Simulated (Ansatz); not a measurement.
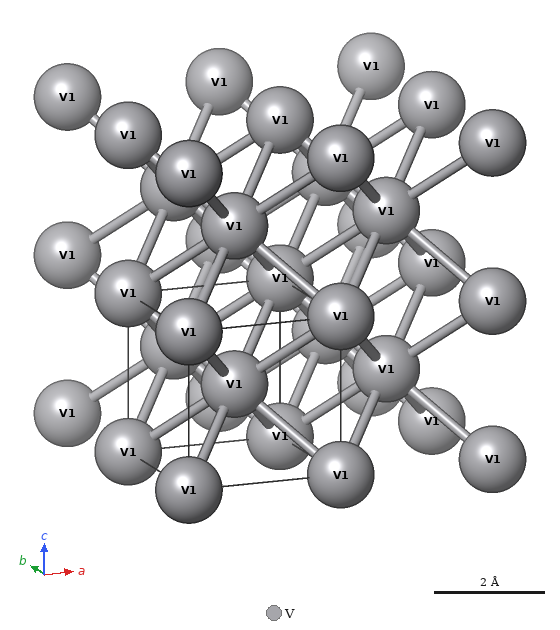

The starting point is a crystal of V (set up in Im-3m). The picture is a ball-and-stick view of the conventional cell (2 times the calculation's cell), repeated 2 × 2 × 2 with one cell outlined, seen slightly off an axis. Lengths and directions refer to the drawn axes.

Theory: DFT, r2SCAN, PAW with Ansatz's default frozen-core files, scalar-relativistic (Ansatz 0.2.0). (plane-wave cutoff 500 eV; k-point mesh 15 × 15 × 15; occupations fermi dirac; smearing width 0.03 eV; no spin polarisation)

Now this is done to it. All lengths are scaled by −2.0 % (volume −6.0 %), the atoms keeping their fractional coordinates. No relaxation follows.

Predict the response.

Some distances before and after: V–V 2.583 → 2.531 Å. The space group stays Im-3m (No. 229). The energy rises by 28.3 meV per atom. The pressure goes from −0.4 to 12.9 GPa. All forces vanish by symmetry.

Drawn alike, the variant:

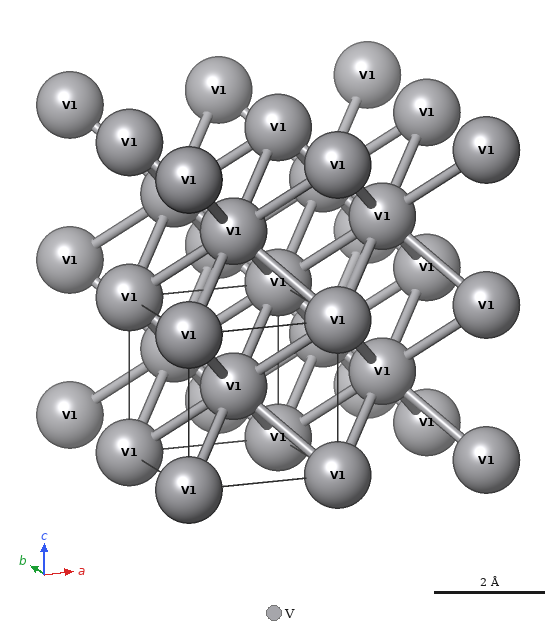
